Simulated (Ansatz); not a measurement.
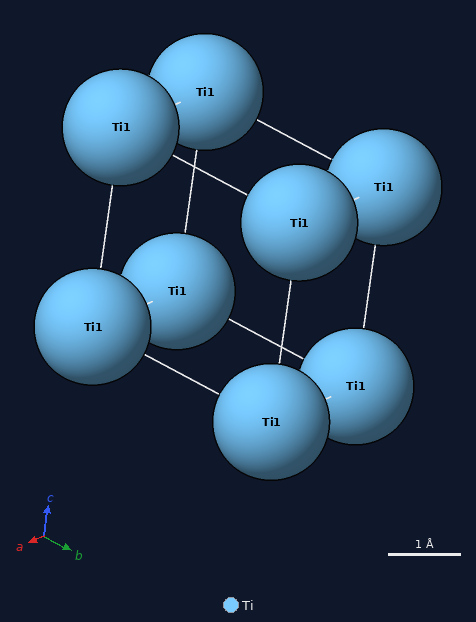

**Figure 1.** The input geometry (spheres-only view of the cell of the calculation, seen slightly off an axis; atoms are numbered from 1 in the order of the input). An atom can appear more than once, as a periodic image.

Single-point calculation of Ti

Ti (Im-3m, 1 atom in the cell), computed with DFT r2SCAN, scalar-relativistic, plane waves, PAW, no spin polarisation (Ansatz 0.2.0).

The structure derives from an entry of the Crystallography Open Database. Figures and captions count atoms from 1; the log counts them from 0 in places.

## Input file
```yaml
crystal:
  lattice:
    - [-1.641, 1.641, 1.641]
    - [1.641, -1.641, 1.641]
    - [1.641, 1.641, -1.641]
  atoms:
    - { symbol: Ti, position: [0.0, 0.0, 0.0] }
basis:
  ecutwfc: 500
kpoints:
  mp_grid: { grid: [8, 8, 8] }
hamiltonian:
  xc: r2scan
scf:
  occupations: { method: gaussian, width: 0.1 }
output:
  forces: true
  stress: true
  eigenvalues: true
```

Hardware: 1 thread of AMD EPYC (Zen 3), 189 GiB of memory available, shared host.

Run as:
```bash
ansatz run input.yaml --threads 1 --pin off --max-ram 2560MiB --backend cpu --events-out ev --progress --plain --runs-dir out
```

## Log
```
Engine: ansatz 0.2.0, x86_64-unknown-linux-gnu
Pseudopotentials: kind: paw
Pseudopotential: Ti, paw, valence charge 12, recommended cutoff 500 eV (meta_gga), Ti.paw.azcp
Functional definition: r2SCAN
  parameter k0 = 0.174
  parameter k1 = 0.065
  parameter a1 = 4.9479
  exchange = r2scan_x(k0 = k0, k1 = k1, a1 = a1)
  correlation = r2scan_c
Crystal: 1 atoms, lattice volume = 17.676 Å³
Basis set: ecut = 500 eV, 429 PW (Γ), exchange–correlation on 96×96×96 points (64 copies of the dense FFT grid, shifted against one another)
Bands: 10, of which v1, the nominal top of the filled ones, is band 6 counted from 1 (5 counted from 0)
Symmetry: 48 space group operations
Space group: Im-3m (ITA 229), of the structure as read, at distance tolerance 2.6e-5 Å
k-points: 29 of 512
Non-local potential: Ti, projectors of the file, l = 0: 3, l = 1: 2, l = 2: 3, l = 3: 1
PAW form: soft (Blöchl's): semilocal exchange-correlation on the pseudo side does not see the compensation charge
PAW frozen core: Ti, regenerated for the run's functional (the file was generated under x = pbe(κ = 0.804, μ = 0.2195149727645171), c = pbe(β = 0.06672455060314922))
PAW one-centre angular grid: Ti, 590 points (default); XC on 160 Gauss nodes
Initial density: superposition of atomic densities (neutral atoms: chi_scale 0, normalization atom), corrected by the library's trained network
Initial wavefunctions: pseudopotential atomic-orbital guess
Functional: x = r2scan, c = r2scan; τ floored in thin density (d = 2e-4 eV/Å³)
SCF iter   1: F=—  HF=-2504.213812 eV  |F-HF|=—  |Δ(HF+E_count)|=         —  Δρ=1.39e-2  dr2=2.91e-2  dr2_τ=6.23e-3  ethr=1.77e-3  ⟨swp⟩=4.6  Hψ=1579  notcnv=0
preconditioner: auto → none  [metal: Δε(μ)=0.042 eV  Ē_g=4.427 eV  σ=0.100 eV  W_gap=0.23  n_scr=0 (ndim 8)  ℏωp=17.7 eV  f_vac=0.000  D(μ)=2.68/eV (n_scr^D=42)]
SCF iter   2: F=—  HF=-2504.233326 eV  |F-HF|=—  |Δ(HF+E_count)|=   1.95e-2  Δρ=4.83e-3  dr2=2.95e-3  dr2_τ=6.91e-4  ethr=2.42e-4  ⟨swp⟩=2.7  Hψ=777  notcnv=0  defer=5
SCF iter   3: F=—  HF=-2504.232810 eV  |F-HF|=—  |Δ(HF+E_count)|=   5.16e-4  Δρ=1.99e-3  dr2=2.25e-4  dr2_τ=6.06e-5  ethr=2.46e-5  ⟨swp⟩=3.0  Hψ=557  notcnv=0  defer=5
SCF iter   4: F=—  HF=-2504.233226 eV  |F-HF|=—  |Δ(HF+E_count)|=   4.15e-4  Δρ=2.93e-4  dr2=8.37e-6  dr2_τ=1.02e-6  ethr=1.88e-6  ⟨swp⟩=2.0  Hψ=438  notcnv=0  defer=5
SCF iter   5: F=—  HF=-2504.233238 eV  |F-HF|=—  |Δ(HF+E_count)|=   1.26e-5  Δρ=5.41e-5  dr2=2.50e-7  dr2_τ=1.10e-8  ethr=6.97e-8  ⟨swp⟩=2.7  Hψ=441  notcnv=0  defer=5
SCF iter   6: F=-2504.233239 eV  HF=-2504.233239 eV  |F-HF|=1.72e-9  |Δ(HF+E_count)|=   5.27e-7  Δρ=5.14e-6  dr2=1.53e-9  dr2_τ=1.89e-10  ethr=8.33e-10  ⟨swp⟩=5.5  Hψ=1320  notcnv=0
SCF 1 converged in 6 iterations: F = -2504.233239 eV  dr2 = 1.53e-9
  greatest PAW one-centre occupation: 1.000 electrons in one spin orbital (limit 2), on the Ti atom at site 0 (counted from 0), in its partial waves of l = 1
```

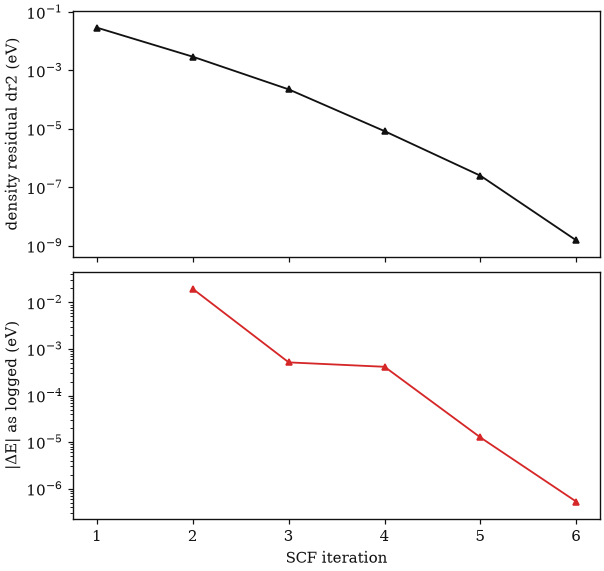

**Figure 2.** Convergence of the self-consistent field: density residual dr2 and size of the energy change against the SCF iteration. The residual falls at every step.

```
SCF converged after 6 iterations
Free energy (F): -2504.233239 eV
Harris-Foulkes:  -2504.233239 eV  (|F-HF|=1.72e-9)
Internal energy: -2504.220115 eV  (E = F + TS)
E sigma→0 (E₀):  -2504.226677 eV
Entropy (-TS):   -0.013124 eV (-13.124 meV/atom)
Fermi energy:    12.866978 eV
--- Per-component energies (eV) ---
  E_band       = -173.600652
  E_kinetic    = 272.077577
  E_local      = -819.451671  (includes V_loc(G=0)·N_el)
  E_nonlocal   = 7.581956
  E_hartree    = 334.822707
  E_xc         = -92.582378
  E_vxc        = -132.360337  (∫ρ·V_xc dr)
  E_paw        = -1056.791441  (= ΣΔE_a)
  E_vpaw       = -180.227730  (= ΣTr[D̂ρ^β])
  E_aug_tail   = 0.000098  (compensation charges beyond the density's cutoff)
  E_vtau       = 9.135117  (kinetic-family band-sum trace: ∫τ·v_τ [+ j·A + Jᵃ·Aᵃ] dr)
  E_ewald      = -1149.623506
  E_core_change = -0.253457  (= ΣΔE_core)
  E_smearing   = -0.013124  (= −TS)
  E_closure    = -0.000000  (closes the sum)
  Σ components = -2504.233239   (vs F -2504.233239, Δ=0.00e0)
--- Forces (eV/Å), atoms counted from 1 ---
  atom   1  Ti    -0.00000000    -0.00000000    -0.00000000
  max |Σ_I F_I| component: 9.24e-33 eV/Å
--- Stress (GPa, compression-positive) ---
       -3.286000      -0.000000      -0.000000
       -0.000000      -3.286000      -0.000000
       -0.000000       0.000000      -3.286000
  P = ⅓ Tr σ = -3.2860 GPa (-32.860 kbar)
--- Band table (eV; the first three rows and the last of 29) ---
  k-point 0: bands = ["-46.0941", "-20.9068", "-20.9068", "-20.9068", "6.5318", "13.9925", "13.9925", "13.9925", "15.7312", "15.7312"]
  k-point 1: bands = ["-46.0756", "-21.0065", "-20.9372", "-20.9076", "7.0715", "13.7524", "13.8820", "14.3741", "15.5029", "15.7487"]
  k-point 2: bands = ["-46.0308", "-21.2419", "-21.0096", "-20.9093", "8.4858", "13.2195", "13.3691", "15.3979", "15.4475", "15.8347"]
  k-point 28: bands = ["-45.8790", "-21.3527", "-21.3527", "-21.3527", "10.6646", "10.6646", "16.9008", "16.9008", "16.9008", "21.4915"]
```

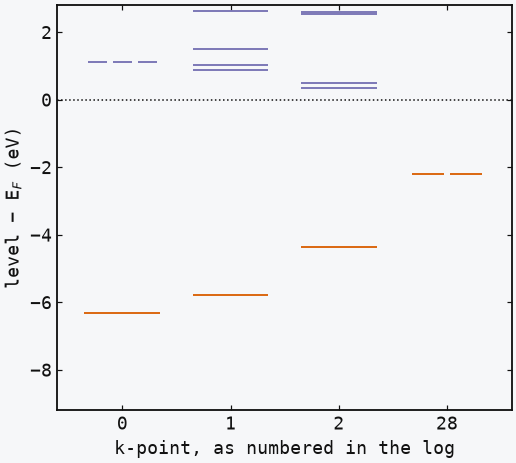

**Figure 3.** Kohn–Sham levels near the Fermi level (dotted) at the few k-points that the log prints; levels within 0.02 eV of each other stand side by side. The system is metallic on the full mesh.

## Key numbers

- outcome: converged
- space group (tolerance 0.01 Å): Im-3m (229)
- electrons treated: 12
- free energy: −2504.2332 eV
- Fermi energy: 12.867 eV
- gap on the k-point mesh: none (metallic)
- pressure: −3.29 GPa
- largest force (length of the vector): under 0.001 eV/Å
- wall time: 2.9 s
- peak memory: 0.34 GiB
